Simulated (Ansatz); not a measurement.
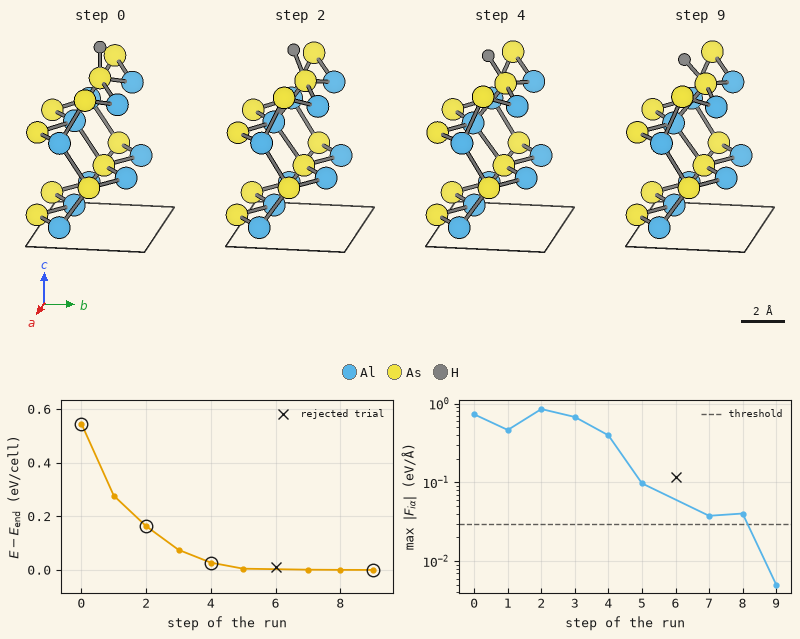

Frames of a constrained relaxation of a slab of composition Al₈As₈H (cut from the F-43m phase), marked on the history of the run. Style: ball-and-stick. Shown: the cell of the calculation, outlined in the plane, without the vacuum (origin shifted), slightly off an axis.

Case: H put at a top As site. The slab is the (1 1 0) face of AlAs with H on it. 8 atoms are held fixed.

Computed with DFT PBE+D3(BJ), scalar-relativistic, plane waves, PAW (Ansatz 0.2.0). (plane-wave cutoff 420 eV; k-point mesh 4 × 5 × 1; occupations gaussian; smearing width 0.05 eV; collinear spin; dipole correction; atoms relaxed in a fixed cell; force threshold 0.03 eV/Å; at most 70 steps)

### What happens along the run?

Over 8 accepted moves (9 points after the start) the energy falls by 0.546 eV per cell of the calculation. Largest force component: 0.73 eV/Å at the start, 0.005 eV/Å at the end. The line search rejected the trial step at point 6 of the run. The largest move is that of the H atom, 0.98 Å at 49° to the normal (−c side). Largest moves by element: H 0.98 Å, As 0.38 Å, Al 0.23 Å. The lattice vectors keep their values. Among the contacts that change: Al–As 2.526 → 2.463 Å, Al–As 2.463 → 2.525 Å, Al–As 2.428 → 2.388 Å, Al–As 2.409 → 2.385 Å. Among the angles between lasting bonds that change: Al–As–H 150.5° → 100.1°, Al–As–Al 111.1° → 130.9°, Al–As–Al 111.1° → 96.4°. The run took 8.3 min on 4 threads of Intel(R) Xeon(R) 6975P-C (Granite Rapids), with other jobs on the host, peak memory 3.1 GiB. From step 0 to 2: the H atom moves most (0.34 Å), energy −0.382 eV per cell of the calculation. From step 2 to 4: the H atom moves most (0.39 Å), energy −0.136 eV per cell of the calculation. From step 4 to 9: the H atom moves most (0.27 Å), energy −27.2 meV per cell of the calculation.

```json
{"step": "0", "E − E(0), meV/atom": "0.00", "largest force component, eV/Å": "0.7322", "note": ""}
{"step": "1", "E − E(0), meV/atom": "-15.80", "largest force component, eV/Å": "0.4638", "note": ""}
{"step": "2", "E − E(0), meV/atom": "-22.49", "largest force component, eV/Å": "0.8555", "note": ""}
{"step": "3", "E − E(0), meV/atom": "-27.69", "largest force component, eV/Å": "0.6782", "note": ""}
{"step": "4", "E − E(0), meV/atom": "-30.50", "largest force component, eV/Å": "0.3965", "note": ""}
{"step": "5", "E − E(0), meV/atom": "-31.82", "largest force component, eV/Å": "0.0973", "note": ""}
{"step": "6", "E − E(0), meV/atom": "-31.56", "largest force component, eV/Å": "0.1189", "note": "rejected"}
{"step": "7", "E − E(0), meV/atom": "-32.04", "largest force component, eV/Å": "0.0377", "note": ""}
{"step": "8", "E − E(0), meV/atom": "-32.08", "largest force component, eV/Å": "0.0403", "note": ""}
{"step": "9", "E − E(0), meV/atom": "-32.10", "largest force component, eV/Å": "0.0050", "note": ""}
```

Limits of the set-up: the periodic images lie only 5.7 Å apart, so the values are limited by the cell's size.
